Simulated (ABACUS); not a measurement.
**P: band-structure run (part 2 of 2)**

Continued. System: P (4 atoms in the cell). Method: Kohn-Sham DFT of a periodic cell, LDA-PW92, PseudoDojo NC SR 0.4.1 LDA stringent, no spin polarisation (ABACUS 3.10.1); cutoff 666.68 eV, 6×6×5 k-mesh, fermi-dirac of 0.05 eV. The structure derives from a Materials Project entry.

Geometry of the input (Å; fractional positions):
```
1.6477  -5.4650  0.0000
1.6477  5.4650  0.0000
0.0000  0.0000  4.5436
P  0.9041  0.0959  0.5888
P  0.0959  0.9041  0.4112
P  0.5959  0.4041  0.0888
P  0.4041  0.5959  0.9112
```

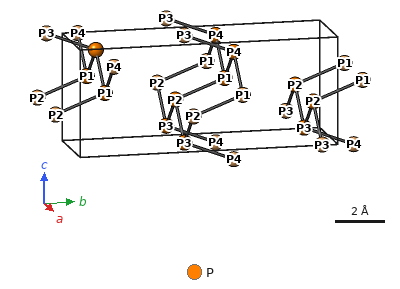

*The structure as given in the input (ball-and-stick view of the cell 2 times as large as that of the calculation, set on its symmetry axes, seen slightly off an axis; neighbours outside the cell are drawn fainter; atoms are numbered from 1 in the order of the input).*

**Log, continued**
```
----------------------------------------------------------

 PW ALGORITHM --------------- ION=   1  ELEC=   3--------------------------------

 Density error is 3.12731432037e-05
                          Error Threshold = 2.12997499853e-05
----------------------------------------------------------
     Energy           Rydberg                 eV
----------------------------------------------------------
 E_KohnSham     -55.6257633153       -756.8273366869
 E_Harris       -55.6333977753       -756.9312088444
 E_Fermi        0.4888704419         6.6514235938
----------------------------------------------------------

 PW ALGORITHM --------------- ION=   1  ELEC=   4--------------------------------

 Density error is 1.19328389649e-06
                          Error Threshold = 1.56365716019e-07
----------------------------------------------------------
     Energy           Rydberg                 eV
----------------------------------------------------------
 E_KohnSham     -55.6257870037       -756.8276589843
 E_Harris       -55.6262962880       -756.8345881528
 E_Fermi        0.4887461950         6.6497331277
----------------------------------------------------------

 PW ALGORITHM --------------- ION=   1  ELEC=   5--------------------------------

 Density error is 6.29266949441e-08
                          Error Threshold = 5.96641948246e-09
----------------------------------------------------------
     Energy           Rydberg                 eV
----------------------------------------------------------
 E_KohnSham     -55.6257871558       -756.8276610535
 E_Harris       -55.6260662189       -756.8314579019
 E_Fermi        0.4887027650         6.6491422324
----------------------------------------------------------

 PW ALGORITHM --------------- ION=   1  ELEC=   6--------------------------------

 Density error is 3.21174210938e-09
                          Error Threshold = 3.14633474721e-10
----------------------------------------------------------
     Energy           Rydberg                 eV
----------------------------------------------------------
 E_KohnSham     -55.6257871710       -756.8276612613
 E_KS(sigma->0) -55.6257420686       -756.8270476108
 E_Harris       -55.6256948417       -756.8264050558
 E_band         -0.2992386708        -4.0713509843
 E_one_elec     2.8945180203         39.3819380395
 E_Hartree      7.3027205313         99.3586101272
 E_xc           -16.3445377346       -222.3788443665
 E_Ewald        -49.4783977831       -673.1881377605
 E_entropy(-TS) -0.0000902049        -0.0012273009
 E_descf        0.0000000000         0.0000000000
 E_exx          0.0000000000         0.0000000000
 E_Fermi        0.4887090058         6.6492271426
----------------------------------------------------------

 charge density convergence is achieved
 final etot is -756.82766126 eV
 EFERMI = 6.6492271426 eV

 STATE ENERGY(eV) AND OCCUPATIONS    NSPIN == 1
 1/10 kpoint (Cartesian) = 0.0000 0.0000 0.0000 (3195 pws)
       1       -9.17798      0.0111111
       2       -6.42440      0.0111111
       3       -3.15264      0.0111111
       4      -0.165988      0.0111111
       5        1.70976      0.0111111
       6        1.71870      0.0111111
       7        2.55642      0.0111111
       8        3.80113      0.0111111
       9        4.04774      0.0111111
      10        5.41805      0.0111111
      11        7.13172    7.15888e-07
      12        7.55469    1.51700e-10
      13        8.43363    3.52075e-18
      14        9.41092    1.14291e-26
      15        11.9604    8.18644e-49
      16        12.7532    1.06505e-55
      17        13.3735    4.36006e-61
      18        13.9363    5.63879e-66
      19        14.1621    6.15923e-68
      20        14.6845    1.78827e-72

 2/10 kpoint (Cartesian) = 0.050574 -0.015248 0.0000 (3208 pws)
       1       -8.83746      0.0444444
       2       -6.10160      0.0444444
       3       -3.33368      0.0444444
       4       0.133001      0.0444444
       5       0.921827      0.0444444
       6        1.21371      0.0444444
       7        1.97715      0.0444444
       8        3.13002      0.0444444
       9        3.95599      0.0444444
      10        5.54818      0.0444444
      11        7.44801    5.12509e-09
      12        8.08934    1.37768e-14
      13        9.80885    1.59842e-29
      14        10.1069    4.12137e-32
      15        10.4251    7.09185e-35
      16        10.9375    2.51416e-39
      17        11.7277    3.44478e-46
      18        13.3211    4.96893e-60
      19        14.1197    5.75733e-67
      20        15.0754    2.87678e-75

 3/10 kpoint (Cartesian) = 0.10115 -0.030497 0.0000 (3205 pws)
       1       -7.83792      0.0444444
       2       -5.13497      0.0444444
       3       -4.45854      0.0444444
       4       -1.37750      0.0444444
       5       0.473765      0.0444444
       6       0.873359      0.0444444
       7        2.61980      0.0444444
       8        3.22469      0.0444444
       9        3.95085      0.0444444
      10        5.07159      0.0444444
      11        6.86367    0.000601592
      12        8.05946    2.50445e-14
      13        8.24582    6.02564e-16
      14        8.71890    4.68697e-20
      15        9.67111    2.51227e-28
      16        10.9966    7.70916e-40
      17        13.1445    1.69894e-58
      18        13.2192    3.81389e-59
      19        14.1921    1.35349e-67
      20        15.7989    1.49477e-81

 4/10 kpoint (Cartesian) = 0.15172 -0.045745 0.0000 (3224 pws)
       1       -6.27146      0.0222222
       2       -6.27146      0.0222222
       3       -3.53776      0.0222222
       4       -3.53776      0.0222222
       5        1.02996      0.0222222
       6        1.02996      0.0222222
       7        3.25648      0.0222222
       8        3.25648      0.0222222
       9        3.98421      0.0222222
      10        3.98421      0.0222222
      11        7.18740    4.70154e-07
      12        7.18740    4.70154e-07
      13        8.01025    3.35003e-14
      14        8.01025    3.35003e-14
      15        9.87405    2.16922e-30
      16        9.87405    2.16922e-30
      17        12.8379    3.91569e-56
      18        12.8379    3.91569e-56
      19        15.3506    5.85592e-78
      20        15.3506    5.85592e-78

 5/10 kpoint (Cartesian) = 0.10115 0.0000 0.0000 (3197 pws)
       1       -7.86727      0.0222222
       2       -5.05713      0.0222222
       3       -4.44363      0.0222222
       4       -1.43509      0.0222222
       5       0.470498      0.0222222
       6       0.775127      0.0222222
       7        2.73158      0.0222222
       8        3.35305      0.0222222
       9        3.77249      0.0222222
      10        5.10673      0.0222222
      11        7.02994    1.09583e-05
      12        7.83663    1.07927e-12
      13        8.15409    1.88692e-15
      14        8.48632    2.45454e-18
      15        9.53989    1.73303e-27
      16        11.3328    4.63525e-43
      17        12.9490    4.24243e-57
      18        14.2739    1.31859e-68
      19        14.3200    5.23901e-69
      20        15.2515    4.25039e-77

 6/10 kpoint (Cartesian) = 0.15172 -0.015248 0.0000 (3217 pws)
       1       -6.31667      0.0444444
       2       -6.22319      0.0444444
       3       -3.66472      0.0444444
       4       -3.40952      0.0444444
       5       0.984392      0.0444444
       6        1.06919      0.0444444
       7        3.23313      0.0444444
       8        3.29135      0.0444444
       9        3.73433      0.0444444
      10        4.25222      0.0444444
      11        7.05876    1.23179e-05
      12        7.24024    3.26844e-07
      13        7.97815    1.27327e-13
      14        8.16372    3.11251e-15
      15        9.69638    1.51558e-28
      16        9.89478    2.86604e-30
      17        12.8129    1.28990e-55
      18        13.1458    1.65525e-58
      19        14.8553    2.34817e-73
      20        15.7596    3.27899e-81

[... levels at 4 further k points ...]

------------------------------------------------------------------------------------------
 TOTAL-FORCE (eV/Angstrom)
------------------------------------------------------------------------------------------
                        P1         0.0000000000         0.0348872410        -0.1664009458
                        P2         0.0000000000        -0.0348872410         0.1664009458
                        P3         0.0000000000        -0.0348872410        -0.1664009458
                        P4         0.0000000000         0.0348872410         0.1664009458
------------------------------------------------------------------------------------------

----------------------------------------------------------------
 TOTAL-STRESS (KBAR)
----------------------------------------------------------------
       -26.9607342280        -0.0000000000         0.0000000000
        -0.0000000000       -18.5390324193         0.0000000000
         0.0000000000         0.0000000000       -23.0324023944
----------------------------------------------------------------
 TOTAL-PRESSURE: -22.844056 KBAR

 --------------------------------------------
 !FINAL_ETOT_IS -756.8276612612571626 eV
 --------------------------------------------
```

**Standard output**
```
ABACUS v3.10.1

               Atomic-orbital Based Ab-initio Computation at UStc

 dft_functional readin is: LDA_X+LDA_C_PW
 dft_functional in pseudopot file is: SLAPWNOGXNOGC
 Please make sure this is what you need
 UNIFORM GRID DIM        : 50 * 50 * 40
 UNIFORM GRID DIM(BIG)   : 50 * 50 * 40
func,idLDA_X 1
func,idLDA_C_PW 12
 ---------------------------------------------------------
 Self-consistent calculations for electrons
 ---------------------------------------------------------
 SPIN    KPOINTS         PROCESSORS  THREADS
 1       39              4           4
 ---------------------------------------------------------
 Use plane wave basis
 ---------------------------------------------------------
 ELEMENT NATOM       XC
 P       4
 ---------------------------------------------------------
 Initial plane wave basis and FFT box
 ---------------------------------------------------------
 -------------------------------------------
 SELF-CONSISTENT :
 -------------------------------------------
 START CHARGE      : atomic
 ITER       ETOT/eV          EDIFF/eV         DRHO     TIME/s
 DA1     -7.56802303e+02   0.00000000e+00   6.1953e-02   2.96
 DA2     -7.56823701e+02  -2.13983082e-02   4.2599e-03   0.95
 DA3     -7.56827337e+02  -3.63565876e-03   3.1273e-05   1.23
 DA4     -7.56827659e+02  -3.22297401e-04   1.1933e-06   1.98
 DA5     -7.56827661e+02  -2.06920963e-06   6.2927e-08   1.50
 DA6     -7.56827661e+02  -2.07788354e-07   3.2117e-09   1.44
----------------------------------------------------------------
 TOTAL-STRESS (KBAR)
----------------------------------------------------------------
       -26.9607342280        -0.0000000000         0.0000000000
        -0.0000000000       -18.5390324193         0.0000000000
         0.0000000000         0.0000000000       -23.0324023944
----------------------------------------------------------------
 TOTAL-PRESSURE: -22.844056 KBAR
```

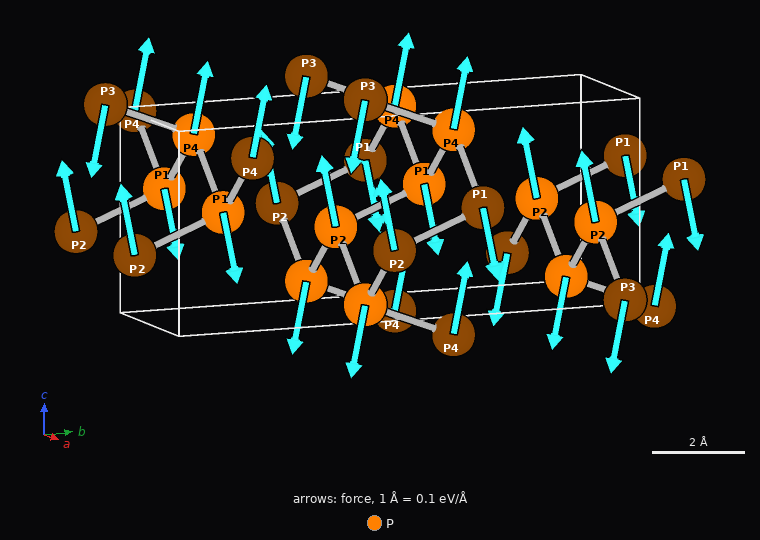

*Forces on the atoms as teal arrows (ball-and-stick view of the cell 2 times as large as that of the calculation, set on its symmetry axes, seen slightly off an axis; neighbours outside the cell are drawn fainter; atoms are numbered from 1 in the order of the input).*

The largest act on all 4 P atoms (0.17 eV/Å). The geometry is not a stationary point of this energy.

**Summary**

- outcome: converged
- space group (tolerance 0.01 Å): Cmce (64)
- electrons treated: 20
- free energy: −756.8277 eV
- Fermi energy of the self-consistent step: 6.649 eV
- gap on the k-point mesh: none (metallic)
- pressure: −2.28 GPa
- largest force (length of the vector): 0.170 eV/Å
- wall time: 11 s (CPU time 44 s)
- peak memory: 0.4 GiB
